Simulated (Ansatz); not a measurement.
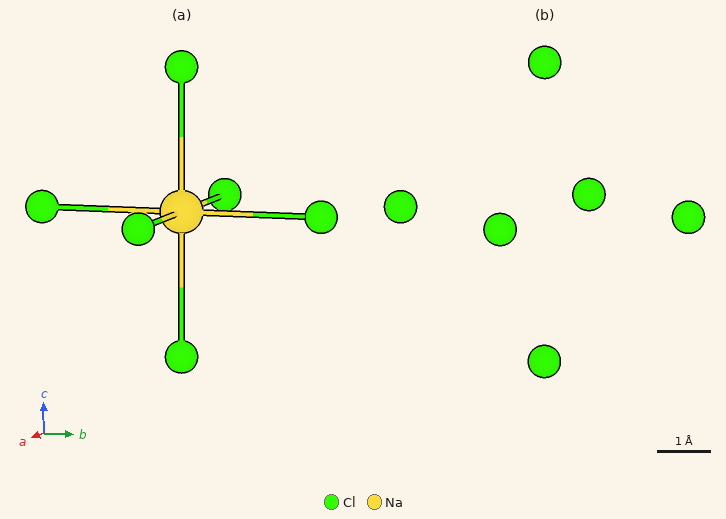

Left: perfect NaCl. Right: the same region with one point defect, after relaxing the atoms in a supercell of 64 sites. The picture is a ball-and-stick view of the atoms within 3.8 Å of one point, seen slightly off an axis.

These are results of DFT, PBEsol, PAW, plane waves in Ansatz 0.2.0, not measurements. (plane-wave cutoff 420 eV; k-point mesh 1 × 1 × 1; mesh shifted by (0.25, 0.25, 0.25); collinear spin) Fermi-Dirac smearing of 0.01 eV. The axes drawn are those of the host's conventional cell.

Question: Which defect is it?

Answer: A sodium atom is taken out (a vacancy).

The charge state of the cell is 0.

Question: How does the lattice respond?

Answer: Around the empty Na site the host had 6 Cl at 2.80 Å; after relaxation the nearest atoms are 6 Cl at 2.89 Å. Of the host's atoms, a chlorine atom moves furthest from its site, by 0.09 Å. The cell's net moment is 0.99 μB.
